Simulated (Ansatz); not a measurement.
**Single-point calculation, with input and output: Si23C24 (charge −2) (part 3 of 3)**

Si23C24 (defect cell, 47 atoms in the cell, total charge −2); DFT PBE, scalar-relativistic, plane waves, PAW, spin-polarised (Ansatz 0.2.0); cutoff 420 eV, 2×2×2 k-mesh, Gaussian smearing of 0.05 eV, collinear spins. The structure derives from an entry of the Crystallography Open Database.

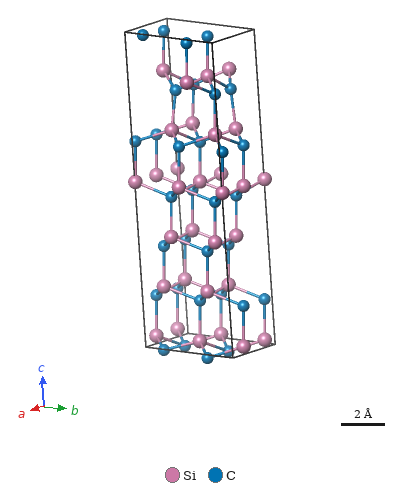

Figure 1. The structure as given in the input (ball-and-stick view of the cell of the calculation, seen slightly off an axis). An atom can appear more than once, as a periodic image.

## What the program printed, continued
```
  k-point 0 ↑: bands = ["-6.5485", "-5.9537", "-5.6766", "-4.3902", "-4.2694", "-3.1544", "-3.1225", "-3.1167", "-2.8601", "-2.8417", "-2.8347", "-2.7863", "-2.5779", "-2.5033", "-2.4159", "-2.2270", "-2.1485", "-1.8865", "-1.8639", "-1.7412", "-1.6160", "-1.1822", "-1.1769", "-0.7187", "0.3050", "0.3898", "0.4679", "0.6058", "0.8531", "0.9591", "1.0436", "1.2433", "1.3006", "1.3554", "1.5066", "1.6562", "1.7460", "2.0326", "2.1170", "2.1743", "2.2479", "2.4023", "2.7711", "2.9292", "4.3654", "4.5474", "4.7437", "4.7842", "4.9455", "4.9540", "5.4414", "5.4529", "5.5457", "5.6601", "5.6748", "5.6777", "5.7988", "5.9587", "6.0535", "6.0930", "6.1244", "6.1576", "6.4588", "6.4956", "6.5910", "6.6168", "6.6716", "6.7742", "6.8689", "7.0423", "7.1498", "7.1806", "7.2159", "7.3162", "7.3526", "7.5422", "7.6558", "7.6618", "7.7135", "7.7174", "7.7843", "7.9509", "7.9953", "8.0661", "8.0697", "8.1006", "8.4038", "8.4104", "8.6269", "8.6301", "8.6959", "9.1412", "9.1465", "10.0497", "10.7825", "10.8051", "11.0356", "11.1731", "11.1782", "11.7818", "11.7880", "11.9211", "12.1631", "12.2917", "12.4035", "12.5737", "12.6010", "12.9864", "13.5632", "13.7392", "13.8003", "13.9375", "14.0049", "14.1643", "14.3332", "14.3500", "14.5550", "14.6635", "14.7608", "14.8231", "15.0068", "15.1165", "15.2473", "15.2787", "15.5763", "15.6551", "15.7745", "15.7925", "15.8122", "15.8460", "16.0021", "16.0610", "16.1961", "16.2364", "16.2555", "16.2902", "16.3176", "16.3828", "16.5434", "16.5448", "16.5570", "16.7712", "16.8046"]
  k-point 1 ↑: bands = ["-6.5265", "-6.1067", "-5.2532", "-5.0886", "-3.5208", "-3.2449", "-3.1527", "-3.1252", "-3.1154", "-2.8620", "-2.8294", "-2.7972", "-2.5651", "-2.5303", "-2.3812", "-2.2619", "-2.1047", "-1.9510", "-1.8104", "-1.7751", "-1.6038", "-1.1815", "-1.1794", "-0.6827", "0.3402", "0.4684", "0.4978", "0.8492", "1.0158", "1.0214", "1.0510", "1.1455", "1.1551", "1.3080", "1.4672", "1.4958", "1.6173", "1.7196", "2.1089", "2.2104", "2.2933", "2.3558", "2.4636", "4.2751", "4.4446", "4.4820", "4.6089", "4.6485", "4.6902", "4.8339", "5.0739", "5.4870", "5.5625", "5.6537", "5.6700", "5.6832", "5.8703", "5.9984", "6.0778", "6.1235", "6.1265", "6.1622", "6.1696", "6.4202", "6.5302", "6.6214", "6.7456", "6.8149", "6.9981", "7.1650", "7.1881", "7.2175", "7.2686", "7.3377", "7.4652", "7.5580", "7.5784", "7.6562", "7.7055", "7.7125", "7.9714", "8.0172", "8.0467", "8.0743", "8.0755", "8.1071", "8.3027", "8.3876", "8.3973", "8.6389", "8.6447", "9.1363", "9.1492", "9.9827", "10.7765", "10.8607", "11.0409", "11.1726", "11.1793", "11.7817", "11.7889", "11.9325", "12.1725", "12.1778", "12.3932", "12.5993", "12.9718", "12.9809", "13.5662", "13.6124", "13.8189", "13.8581", "13.9290", "14.0079", "14.2435", "14.3753", "14.5260", "14.7387", "14.7423", "14.9334", "15.0225", "15.1151", "15.1892", "15.4425", "15.5710", "15.6184", "15.7927", "15.7986", "15.8318", "15.9179", "16.0032", "16.0224", "16.0865", "16.1637", "16.1750", "16.2791", "16.3154", "16.3345", "16.4320", "16.4715", "16.5423", "16.7650", "16.8237"]
  k-point 2 ↑: bands = ["-5.5168", "-5.4643", "-4.9501", "-4.8662", "-4.8617", "-4.4675", "-3.5457", "-3.5253", "-3.5032", "-3.4445", "-3.3733", "-3.2905", "-3.1450", "-2.9046", "-2.5584", "-2.4706", "-2.2648", "-2.0921", "-1.9436", "-1.6694", "-1.4612", "-0.9291", "-0.9282", "-0.7312", "1.2392", "1.4540", "1.6031", "1.6113", "1.7067", "1.7086", "1.8883", "1.9633", "2.2551", "2.5932", "2.7539", "2.8828", "2.9618", "2.9927", "3.0748", "3.2016", "3.4020", "3.6358", "3.8005", "3.9450", "4.1211", "4.1754", "4.1871", "4.2346", "4.2749", "4.3067", "4.3436", "4.4378", "4.5384", "4.5822", "4.8321", "4.9260", "4.9908", "5.1619", "5.1915", "5.3334", "5.3520", "5.3913", "5.5509", "5.5870", "5.6586", "5.8220", "5.9081", "6.1721", "6.4556", "6.4922", "6.5671", "6.7038", "6.7450", "6.8377", "6.8837", "6.9472", "6.9561", "7.0610", "7.1197", "7.1827", "7.2679", "7.2838", "7.3932", "7.4219", "7.4948", "7.7537", "7.7776", "7.9325", "7.9760", "8.2696", "8.4833", "8.6170", "8.6878", "9.5439", "10.6060", "11.0931", "12.5123", "12.5374", "12.7792", "12.8405", "12.9838", "13.0111", "13.1584", "13.2849", "13.2870", "13.4080", "13.5116", "13.7179", "13.9833", "14.1327", "14.1514", "14.2352", "14.8165", "15.1073", "15.2381", "15.2523", "15.3194", "15.3559", "15.4490", "15.5528", "15.6169", "15.7225", "15.7922", "15.8856", "15.8997", "16.1296", "16.3768", "16.5680", "16.6276", "16.7500", "16.8300", "16.8316", "16.8765", "16.9615", "17.0768", "17.1098", "17.1584", "17.2762", "17.3779", "17.4385", "17.4757", "17.5719", "17.7048"]
  k-point 7 ↓: bands = ["-5.4635", "-5.4521", "-5.0920", "-4.9186", "-4.5691", "-4.4012", "-3.7819", "-3.7735", "-3.5185", "-3.5032", "-3.1233", "-3.0763", "-2.9424", "-2.9140", "-2.6487", "-2.4146", "-2.2435", "-2.1652", "-1.8972", "-1.7737", "-1.5057", "-0.9467", "-0.8956", "-0.7211", "1.4497", "1.5003", "1.5940", "1.6635", "1.7043", "1.7469", "1.9754", "2.0633", "2.2606", "2.4533", "2.5232", "2.6378", "2.8001", "3.0567", "3.1579", "3.5232", "3.5840", "3.7143", "3.7696", "3.9366", "3.9757", "4.0548", "4.0616", "4.2669", "4.3257", "4.4023", "4.4597", "4.4882", "4.5780", "4.7417", "4.8723", "4.9312", "4.9725", "5.0176", "5.2358", "5.3412", "5.4024", "5.6273", "5.6483", "5.6909", "5.7836", "5.8187", "5.9099", "6.2125", "6.3139", "6.4123", "6.4666", "6.4953", "6.6928", "6.7661", "6.8111", "6.8447", "6.9457", "7.0024", "7.1097", "7.2779", "7.3319", "7.3972", "7.4458", "7.5162", "7.6380", "7.6875", "7.7995", "7.8640", "8.1404", "8.1652", "8.4439", "8.6047", "8.7348", "9.5566", "10.5948", "11.0868", "12.6007", "12.6384", "12.7151", "12.8716", "13.0749", "13.2092", "13.2605", "13.3022", "13.4498", "13.4830", "13.5565", "13.8216", "13.8973", "14.0615", "14.1456", "14.3029", "14.8393", "14.9155", "15.0160", "15.1859", "15.2251", "15.4515", "15.5165", "15.5999", "15.6211", "15.6793", "15.8142", "16.0877", "16.1706", "16.2242", "16.3701", "16.4635", "16.6579", "16.6848", "16.7679", "16.8572", "16.9652", "16.9909", "17.0643", "17.1119", "17.2507", "17.4158", "17.4734", "17.6153", "17.6403", "17.6940", "17.7313"]
--- Löwdin populations: 47 sites ---
  site symbol       q [e]    m [muB]
     0     Si      2.9244     0.0010
     1     Si      2.9242     0.0010
     2     Si      2.9243     0.0010
     3     Si      2.9802     0.0327
     4     Si      2.9706     0.0294
     5     Si      2.9772     0.0320
     6     Si      2.9772     0.0320
     7     Si      2.9775     0.0249
     8     Si      2.9765     0.0263
     9     Si      2.9779     0.0259
    10     Si      2.9779     0.0259
    11     Si      2.9591    -0.0000
    12     Si      2.9357     0.0001
    13     Si      2.9589     0.0001
    14     Si      2.9588     0.0001
    15     Si      2.9346     0.0030
    16     Si      2.9416     0.0000
    17     Si      2.9437     0.0025
    18     Si      2.9437     0.0025
    19     Si      2.9454     0.0098
    20     Si      2.9551     0.0101
    21     Si      2.9569     0.0104
    22     Si      2.9569     0.0104
    23      C      5.0114    -0.0014
    24      C      5.0368     0.0040
    25      C      5.0147     0.0035
    26      C      5.0147     0.0035
    27      C      5.0331     0.0053
    28      C      5.0244    -0.0016
    29      C      5.0334     0.0052
    30      C      5.0334     0.0052
    31      C      5.0561    -0.0017
    32      C      5.0218     0.0010
    33      C      5.0221     0.0011
    34      C      5.0221     0.0011
    35      C      5.0218     0.0146
    36      C      5.0034    -0.0058
    37      C      5.0177     0.0114
    38      C      5.0177     0.0114
    39      C      5.0058     0.0022
    40      C      4.8226    -0.0004
    41      C      4.8221     0.0019
    42      C      4.8219     0.0018
    43      C      5.0019    -0.0080
    44      C      5.0213     0.0119
    45      C      5.0139     0.0118
    46      C      5.0139     0.0118
  spilling = 0.011122 (of n_electrons = 190.000000)
--- Bader charges: 47 sites ---
  site symbol  charge [e]  shift [e]    m [muB]
     0     Si      2.8144     0.0175     0.0006
     1     Si      2.8149     0.0175     0.0005
     2     Si      2.8149     0.0175     0.0005
     3     Si      2.7541     0.0151     0.0164
     4     Si      2.7624     0.0150     0.0153
     5     Si      2.7596     0.0154     0.0161
     6     Si      2.7596     0.0154     0.0161
     7     Si      2.7484     0.0152     0.0124
     8     Si      2.7730     0.0154     0.0130
     9     Si      2.7490     0.0152     0.0127
    10     Si      2.7490     0.0152     0.0127
    11     Si      2.7867     0.0152     0.0001
    12     Si      2.7735     0.0152     0.0001
    13     Si      2.7876     0.0148     0.0001
    14     Si      2.7876     0.0148     0.0001
    15     Si      2.7750     0.0153     0.0017
    16     Si      2.7867     0.0156     0.0000
    17     Si      2.7852     0.0156     0.0013
    18     Si      2.7852     0.0156     0.0013
    19     Si      2.7760     0.0152     0.0054
    20     Si      2.7781     0.0159     0.0053
    21     Si      2.7734     0.0159     0.0055
    22     Si      2.7735     0.0159     0.0055
    23      C     -2.8084     0.0152     0.0057
    24      C     -2.8089     0.0155     0.0067
    25      C     -2.8098     0.0152     0.0067
    26      C     -2.8098     0.0152     0.0067
    27      C     -2.8212     0.0157     0.0093
    28      C     -2.8191     0.0151     0.0098
    29      C     -2.8227     0.0158     0.0088
    30      C     -2.8227     0.0158     0.0088
    31      C     -2.6375     0.0119    -0.0017
    32      C     -2.8408     0.0157     0.0017
    33      C     -2.8413     0.0162     0.0017
    34      C     -2.8413     0.0157     0.0017
    35      C     -2.8322     0.0150     0.0260
    36      C     -2.8434     0.0150     0.0336
    37      C     -2.8378     0.0150     0.0269
    38      C     -2.8379     0.0150     0.0269
    39      C     -2.8139     0.0162     0.0024
    40      C     -2.2283     0.0131    -0.0002
    41      C     -2.2275     0.0131     0.0021
    42      C     -2.2269     0.0131     0.0021
    43      C     -2.8323     0.0150     0.0326
    44      C     -2.8395     0.0158     0.0260
    45      C     -2.8321     0.0150     0.0269
    46      C     -2.8321     0.0150     0.0269
  estimated error of the sums over rays = 6.0e-4 e
```

## Results in brief

```csv
quantity,value
outcome,converged
electrons treated,190
free energy,−20627.1336 eV
Fermi energy,10.887 eV
gap on the k-point mesh,none (metallic)
net moment of the cell,0.44 μB
integrated absolute moment,0.49 μB
largest force (length of the vector),1.585 eV/Å
hardware,"4 threads of Arm Neoverse N1, 98 GiB of memory available, shared host"
wall time,7 min (CPU time 27 min)
peak memory,2.3 GiB
```

## Notes

The cell is charged and computed with a neutralising background, so its energy and pressure depend on the cell and aren't those of a real crystal. The k-point mesh is coarse for a cell of this size, so the results may not be converged.
